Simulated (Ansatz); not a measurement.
# Run report: C$_{21}$O, geometry relaxation (part 3 of 3)

Continued. System: C$_{21}$O (slab, 22 atoms in the cell). Method: DFT PBE, scalar-relativistic, plane waves, PAW, PAW set soft_1, no spin polarisation (Ansatz 0.2.0); cutoff 420 eV, 5×8×1 k-mesh, Gaussian smearing of 0.05 eV. The structure derives from an entry of the Crystallography Open Database. The input holds or restrains some coordinates. Forces given for the steps count only the free coordinates.

## Output, continued
```
  k-point 2: bands = ["-23.0272", "-20.6961", "-18.8513", "-16.4521", "-16.3636", "-16.2919", "-15.9800", "-14.7898", "-14.6484", "-14.6128", "-12.1720", "-12.0217", "-11.6466", "-11.5825", "-11.4218", "-10.5736", "-10.4115", "-10.3946", "-9.1103", "-8.3981", "-7.3483", "-7.2377", "-7.1860", "-6.6904", "-6.6369", "-6.3783", "-6.2535", "-5.9156", "-5.8041", "-5.5678", "-5.3843", "-5.3048", "-4.9113", "-4.7775", "-4.4675", "-4.2671", "-3.4319", "-3.2944", "-2.8941", "-2.5669", "-1.4401", "-0.7937", "-0.3985", "-0.0996", "0.2808", "0.4749", "0.7080", "1.3361", "2.9332", "3.5184", "5.0306", "5.5645", "6.1010", "6.4518", "6.5434", "6.5911", "6.8775", "7.2200", "7.2752", "7.3304", "7.4527", "7.8097", "7.9004", "8.3088", "8.6929", "8.7759", "8.9540"]
  k-point 20: bands = ["-23.0409", "-20.3980", "-19.5015", "-18.5456", "-17.6629", "-15.6196", "-14.7569", "-14.1132", "-13.8083", "-13.1710", "-12.5928", "-11.9797", "-11.3275", "-11.1590", "-10.7197", "-9.5500", "-8.9042", "-8.8371", "-8.5734", "-8.3661", "-8.1908", "-7.8825", "-7.2947", "-7.0892", "-6.8952", "-6.4420", "-6.3769", "-6.1542", "-6.0270", "-5.9342", "-5.6676", "-5.5087", "-5.3853", "-5.2214", "-4.9531", "-4.6438", "-4.1888", "-3.9714", "-3.8171", "-3.4068", "-3.0715", "-1.4452", "-0.8894", "-0.7605", "0.2694", "1.1668", "1.7649", "1.9770", "2.7579", "3.5743", "5.4198", "5.5908", "5.8463", "6.1335", "6.5353", "6.8729", "6.9772", "7.5118", "7.6876", "7.9697", "8.0960", "8.1796", "8.2589", "8.6475", "8.7141", "8.8445", "9.1373"]
--- Relaxed structure (7 steps of the walk, 7 accepted, 0 SCFs on fresh bases) ---
  F+E_penalty+E_count = -5819.45808060 eV   max|allowed force component| = 1.891e-2 eV/Å
  atoms:
    - { symbol: C, position: [0.24999999999999997, 0.0, 0.18579554749999994] }
    - { symbol: C, position: [0.75, 0.0, 0.18579554749999994] }
    - { symbol: C, position: [0.0, 0.24999999999999994, 0.18579554749999994] }
    - { symbol: C, position: [0.49999999999999994, 0.24999999999999994, 0.18579554749999994] }
    - { symbol: C, position: [0.0, 0.4999999999999999, 0.24444809489999997] }
    - { symbol: C, position: [0.49999999999999994, 0.4999999999999999, 0.24444809489999997] }
    - { symbol: C, position: [0.24999999999999997, 0.7499999999999998, 0.24444809489999997] }
    - { symbol: C, position: [0.75, 0.7499999999999998, 0.24444809489999997] }
    - { symbol: C, position: [0.24999999999999997, 0.0024640199999999995, 0.30282627049999994] }
    - { symbol: C, position: [0.75, 0.0024640199999999995, 0.30282627049999994] }
    - { symbol: C, position: [0.0, 0.24753597999999996, 0.30282627049999994] }
    - { symbol: C, position: [0.49999999999999994, 0.24753597999999996, 0.30282627049999994] }
    - { symbol: C, position: [0.0, 0.5097084337999999, 0.36310877739999997] }
    - { symbol: C, position: [0.49999999999999994, 0.5097084337999999, 0.36310877739999997] }
    - { symbol: C, position: [0.24999999999999997, 0.7402915661999999, 0.36310877739999997] }
    - { symbol: C, position: [0.75, 0.7402915661999999, 0.36310877739999997] }
    - { symbol: C, position: [0.24999999999999997, 0.029493193199999997, 0.41242158109999993] }
    - { symbol: C, position: [0.75, 0.029493193199999997, 0.41242158109999993] }
    - { symbol: C, position: [0.0, 0.22050680679999995, 0.41242158109999993] }
    - { symbol: C, position: [0.49999999999999994, 0.22050680679999995, 0.41242158109999993] }
    - { symbol: C, position: [0.375, 0.5294931931999999, 0.4761067252867123] }
    - { symbol: O, position: [0.375, 0.5294931931999999, 0.5298954108922682] }
```

## Trajectory as extended XYZ (Å, eV, eV/Å), 5 of the 7 frames kept, from step=1 to step=7
```
22
Lattice="5.0509 0.0000 0.0000 0.0000 3.5715 0.0000 0.0000 0.0000 21.5290" Properties=species:S:1:pos:R:3:forces:R:3 step=1 energy=-5819.26882
C     1.2627    0.0000    4.0000   -0.0711   4.4313   1.0646
C     3.7882    0.0000    4.0000   -0.0718   4.2409   1.0880
C     0.0000    0.8929    4.0000    0.0868  -4.2945   1.0945
C     2.5255    0.8929    4.0000    0.0545  -4.3809   1.0403
C     0.0000    1.7858    5.2627   -0.0182   0.9477  -1.1197
C     2.5255    1.7858    5.2627    0.0240   0.9970  -1.1229
C     1.2627    2.6787    5.2627   -0.0087  -0.9865  -1.1205
C     3.7882    2.6787    5.2627    0.0015  -0.9332  -1.0910
C     1.2627    0.0088    6.5196   -0.0271  -0.1436  -0.1142
C     3.7882    0.0088    6.5196   -0.0069  -0.0811  -0.0359
C     0.0000    0.8841    6.5196    0.0105   0.0623   0.0572
C     2.5255    0.8841    6.5196    0.0207   0.1166   0.0567
C     0.0000    1.8204    7.8174    0.0088  -0.1021  -0.2614
C     2.5255    1.8204    7.8174   -0.0542  -0.4089  -0.7117
C     1.2627    2.6440    7.8174    0.0805   0.5958  -0.4700
C     3.7882    2.6440    7.8174   -0.0832   0.2151  -0.1965
C     1.2627    0.1053    8.8790   -0.5209  -1.4284   0.2537
C     3.7882    0.1053    8.8790    0.4113  -0.0534   0.5455
C     0.0000    0.7876    8.8790   -0.0778  -0.1664   0.7262
C     2.5255    0.7876    8.8790    0.0520   0.8056   0.7318
C     1.8941    1.8911   10.6190    0.1069   0.8328  -0.0935
O     1.8941    1.8911   11.7690    0.0825  -0.2664  -0.3215
22
Lattice="5.0509 0.0000 0.0000 0.0000 3.5715 0.0000 0.0000 0.0000 21.5290" Properties=species:S:1:pos:R:3:forces:R:3 step=3 energy=-5819.40622
C     1.2627    0.0000    4.0000   -0.0966   4.4808   1.0734
C     3.7882    0.0000    4.0000   -0.1085   4.2151   1.1199
C     0.0000    0.8929    4.0000    0.1297  -4.2727   1.1090
C     2.5255    0.8929    4.0000    0.0732  -4.4245   1.0576
C     0.0000    1.7858    5.2627   -0.0145   0.9360  -1.1290
C     2.5255    1.7858    5.2627    0.0365   0.9645  -1.1683
C     1.2627    2.6787    5.2627   -0.0173  -0.9794  -1.1712
C     3.7882    2.6787    5.2627   -0.0068  -0.9200  -1.1059
C     1.2627    0.0088    6.5196   -0.0203  -0.2286  -0.1171
C     3.7882    0.0088    6.5196   -0.0204  -0.0803  -0.0734
C     0.0000    0.8841    6.5196    0.0098   0.0510   0.0582
C     2.5255    0.8841    6.5196    0.0271   0.2702   0.0582
C     0.0000    1.8204    7.8174    0.0100  -0.0813  -0.3420
C     2.5255    1.8204    7.8174   -0.0778  -0.7623  -1.5579
C     1.2627    2.6440    7.8174    0.0836   0.8398  -0.9425
C     3.7882    2.6440    7.8174   -0.0817   0.2561  -0.2029
C     1.2627    0.1053    8.8790   -0.4983  -2.6248   0.3905
C     3.7882    0.1053    8.8790    0.9173  -0.2077   0.8190
C     0.0000    0.7876    8.8790   -0.3661  -0.0788   1.0402
C     2.5255    0.7876    8.8790   -0.4216   2.0967   1.6716
C     1.8941    1.8911   10.3963    0.3489   0.8323  -0.9547
O     1.8941    1.8911   11.5456    0.0939  -0.2818   0.3676
22
Lattice="5.0509 0.0000 0.0000 0.0000 3.5715 0.0000 0.0000 0.0000 21.5290" Properties=species:S:1:pos:R:3:forces:R:3 step=4 energy=-5819.44835
C     1.2627    0.0000    4.0000   -0.1150   4.5611   1.0775
C     3.7882    0.0000    4.0000   -0.1394   4.2221   1.1379
C     0.0000    0.8929    4.0000    0.1648  -4.2815   1.1147
C     2.5255    0.8929    4.0000    0.0872  -4.4975   1.0605
C     0.0000    1.7858    5.2627   -0.0135   0.9382  -1.1327
C     2.5255    1.7858    5.2627    0.0425   0.9378  -1.2044
C     1.2627    2.6787    5.2627   -0.0199  -0.9738  -1.2079
C     3.7882    2.6787    5.2627   -0.0112  -0.9294  -1.1142
C     1.2627    0.0088    6.5196   -0.0203  -0.3075  -0.1435
C     3.7882    0.0088    6.5196   -0.0368  -0.0611  -0.1022
C     0.0000    0.8841    6.5196    0.0168   0.0273   0.0555
C     2.5255    0.8841    6.5196    0.0394   0.4239   0.0172
C     0.0000    1.8204    7.8174    0.0385  -0.0746  -0.3821
C     2.5255    1.8204    7.8174   -0.0694  -1.0542  -2.5112
C     1.2627    2.6440    7.8174    0.0713   1.0162  -1.4652
C     3.7882    2.6440    7.8174   -0.1048   0.3038  -0.1718
C     1.2627    0.1053    8.8790   -0.4638  -3.6722   0.2640
C     3.7882    0.1053    8.8790    1.2638  -0.3153   0.9905
C     0.0000    0.7876    8.8790   -0.5340  -0.0447   1.2027
C     2.5255    0.7876    8.8790   -0.9127   3.2501   2.1874
C     1.8941    1.8911   10.2001    0.6304   0.7717   0.8489
O     1.8941    1.8911   11.3653    0.0861  -0.2404  -0.5213
22
Lattice="5.0509 0.0000 0.0000 0.0000 3.5715 0.0000 0.0000 0.0000 21.5290" Properties=species:S:1:pos:R:3:forces:R:3 step=5 energy=-5819.45779
C     1.2627    0.0000    4.0000   -0.1104   4.5368   1.0762
C     3.7882    0.0000    4.0000   -0.1313   4.2182   1.1342
C     0.0000    0.8929    4.0000    0.1557  -4.2770   1.1137
C     2.5255    0.8929    4.0000    0.0837  -4.4745   1.0588
C     0.0000    1.7858    5.2627   -0.0136   0.9369  -1.1317
C     2.5255    1.7858    5.2627    0.0412   0.9458  -1.1933
C     1.2627    2.6787    5.2627   -0.0194  -0.9761  -1.1971
C     3.7882    2.6787    5.2627   -0.0104  -0.9259  -1.1113
C     1.2627    0.0088    6.5196   -0.0202  -0.2843  -0.1338
C     3.7882    0.0088    6.5196   -0.0310  -0.0683  -0.0946
C     0.0000    0.8841    6.5196    0.0140   0.0350   0.0568
C     2.5255    0.8841    6.5196    0.0355   0.3784   0.0343
C     0.0000    1.8204    7.8174    0.0277  -0.0761  -0.3717
C     2.5255    1.8204    7.8174   -0.0764  -0.9663  -2.2023
C     1.2627    2.6440    7.8174    0.0782   0.9626  -1.2945
C     3.7882    2.6440    7.8174   -0.0969   0.2896  -0.1832
C     1.2627    0.1053    8.8790   -0.4743  -3.3645   0.3223
C     3.7882    0.1053    8.8790    1.1631  -0.2894   0.9414
C     0.0000    0.7876    8.8790   -0.4859  -0.0493   1.1590
C     2.5255    0.7876    8.8790   -0.7642   2.9152   2.0676
C     1.8941    1.8911   10.2585    0.5458   0.7919  -0.1389
O     1.8941    1.8911   11.4151    0.0892  -0.2582   0.0909
22
Lattice="5.0509 0.0000 0.0000 0.0000 3.5715 0.0000 0.0000 0.0000 21.5290" Properties=species:S:1:pos:R:3:forces:R:3 step=7 energy=-5819.45808
C     1.2627    0.0000    4.0000   -0.1112   4.5401   1.0761
C     3.7882    0.0000    4.0000   -0.1326   4.2186   1.1346
C     0.0000    0.8929    4.0000    0.1572  -4.2778   1.1141
C     2.5255    0.8929    4.0000    0.0843  -4.4779   1.0593
C     0.0000    1.7858    5.2627   -0.0135   0.9372  -1.1319
C     2.5255    1.7858    5.2627    0.0414   0.9448  -1.1948
C     1.2627    2.6787    5.2627   -0.0195  -0.9758  -1.1987
C     3.7882    2.6787    5.2627   -0.0105  -0.9263  -1.1117
C     1.2627    0.0088    6.5196   -0.0202  -0.2876  -0.1346
C     3.7882    0.0088    6.5196   -0.0318  -0.0672  -0.0956
C     0.0000    0.8841    6.5196    0.0145   0.0339   0.0568
C     2.5255    0.8841    6.5196    0.0360   0.3850   0.0324
C     0.0000    1.8204    7.8174    0.0293  -0.0757  -0.3735
C     2.5255    1.8204    7.8174   -0.0758  -0.9788  -2.2458
C     1.2627    2.6440    7.8174    0.0773   0.9703  -1.3184
C     3.7882    2.6440    7.8174   -0.0978   0.2913  -0.1819
C     1.2627    0.1053    8.8790   -0.4730  -3.4091   0.3145
C     3.7882    0.1053    8.8790    1.1784  -0.2937   0.9485
C     0.0000    0.7876    8.8790   -0.4927  -0.0482   1.1660
C     2.5255    0.7876    8.8790   -0.7859   2.9640   2.0879
C     1.8941    1.8911   10.2501    0.5573   0.7890   0.0156
O     1.8941    1.8911   11.4081    0.0890  -0.2562  -0.0189
```

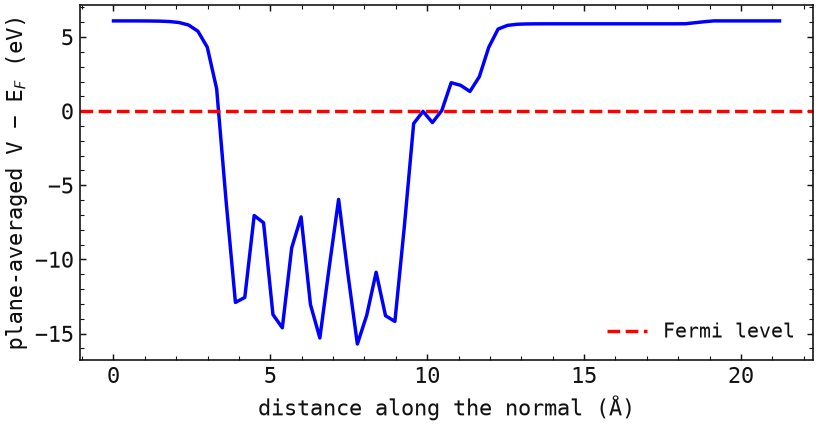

Plane average of the electrostatic potential energy of an electron across the cell, from the Fermi level. The vacuum level lies 5.89 eV above the Fermi level on the upper side and 6.09 eV on the lower.

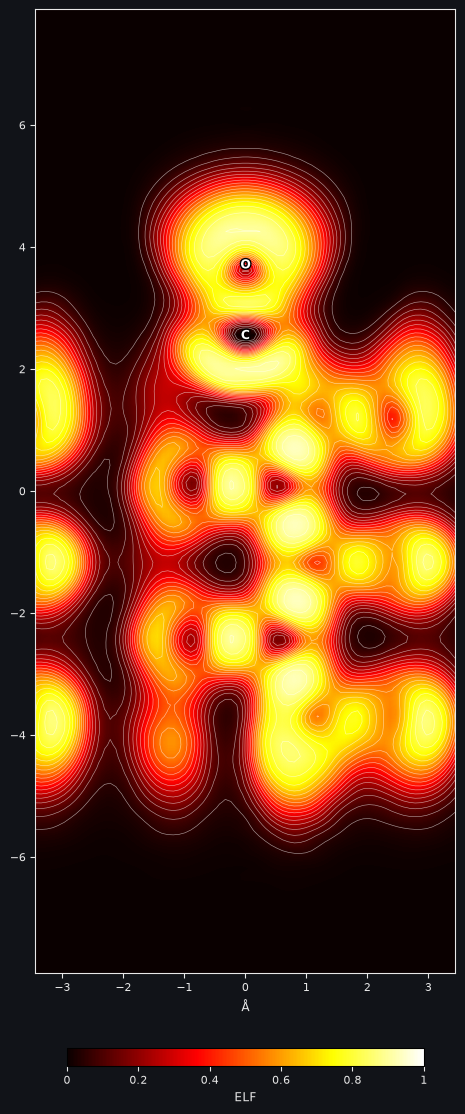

Electron localisation function on the (110) plane of the calculation cell, a cut from vacuum to vacuum. The section cuts through C and O sites. C–O (1.16 Å): the ELF peaks at about 0.85 between the atoms (inside overlapping PAW spheres, so only a guide); a double or triple bond. Core electrons are frozen (PAW), so the fields are smoothed inside the atomic spheres.

This output came from the following input.

## The input
```yaml
crystal:
  lattice:
    - [5.0509324483, 0.0, 0.0]
    - [0.0, 3.5715485855, 0.0]
    - [0.0, 0.0, 21.529041219]
  atoms:
    - { symbol: C, position: [0.25, 0.0, 0.1857955475] }
    - { symbol: C, position: [0.75, 0.0, 0.1857955475] }
    - { symbol: C, position: [0.0, 0.25, 0.1857955475] }
    - { symbol: C, position: [0.5, 0.25, 0.1857955475] }
    - { symbol: C, position: [0.0, 0.5, 0.2444480949] }
    - { symbol: C, position: [0.5, 0.5, 0.2444480949] }
    - { symbol: C, position: [0.25, 0.75, 0.2444480949] }
    - { symbol: C, position: [0.75, 0.75, 0.2444480949] }
    - { symbol: C, position: [0.25, 0.00246402, 0.3028262705] }
    - { symbol: C, position: [0.75, 0.00246402, 0.3028262705] }
    - { symbol: C, position: [0.0, 0.24753598, 0.3028262705] }
    - { symbol: C, position: [0.5, 0.24753598, 0.3028262705] }
    - { symbol: C, position: [0.0, 0.5097084338, 0.3631087774] }
    - { symbol: C, position: [0.5, 0.5097084338, 0.3631087774] }
    - { symbol: C, position: [0.25, 0.7402915662, 0.3631087774] }
    - { symbol: C, position: [0.75, 0.7402915662, 0.3631087774] }
    - { symbol: C, position: [0.25, 0.0294931932, 0.4124215811] }
    - { symbol: C, position: [0.75, 0.0294931932, 0.4124215811] }
    - { symbol: C, position: [0.0, 0.2205068068, 0.4124215811] }
    - { symbol: C, position: [0.5, 0.2205068068, 0.4124215811] }
    - { symbol: C, position: [0.375, 0.5294931932, 0.4932426442] }
    - { symbol: O, position: [0.375, 0.5294931932, 0.5466588642] }
basis:
  ecutwfc: 420
kpoints:
  mp_grid: { grid: [5, 8, 1] }
hamiltonian:
  xc: pbe
  pseudopotentials: { kind: paw, azcp: { folder: soft_1 } }
scf:
  occupations: { method: gaussian, width: 0.05 }
output:
  forces: true
  eigenvalues: true
  write_density: true
  write_potential: true
  elf: true
  volumetric_format: npy
relax:
  adjacent_minimum: "off"
  f_tol: 0.025
  max_steps: 16
  constraints:
    - { sites: [0, 1, 2, 3, 4, 5, 6, 7, 8, 9, 10, 11, 12, 13, 14, 15, 16, 17, 18, 19] }
    - { sites: [20, 21], fix: xy }
efield:
  axis: 3
  dipole_correction: true
  ramp_width: 0.04
```

Run as:
```bash
ansatz run input.yaml --threads 2 --pin off --max-ram 6144MiB --backend cpu --events-out ev --progress --plain --runs-dir out
```

## Results in brief

| quantity | value |
| --- | --- |
| outcome | converged under the restraints of the input |
| electrons treated | 90 |
| free energy | −5819.4581 eV |
| work function, top face | 5.89 eV |
| work function, bottom face | 6.09 eV |
| Fermi energy | 0.343 eV |
| gap on the k-point mesh | none (metallic) |
| final volume | 388.38 Å³ |
| work function (upper face) | 5.89 eV |
| largest force (length of the vector) at the end, held atoms and coordinates included | 4.667 eV/Å |
| hardware | 2 threads of Arm Neoverse N1, 98 GiB of memory available, shared host |
| wall time | 7.4 min (CPU time 15 min) |
| peak memory | 0.96 GiB |

Warnings of the run: the exchange-correlation potential is rough where the density is thin.
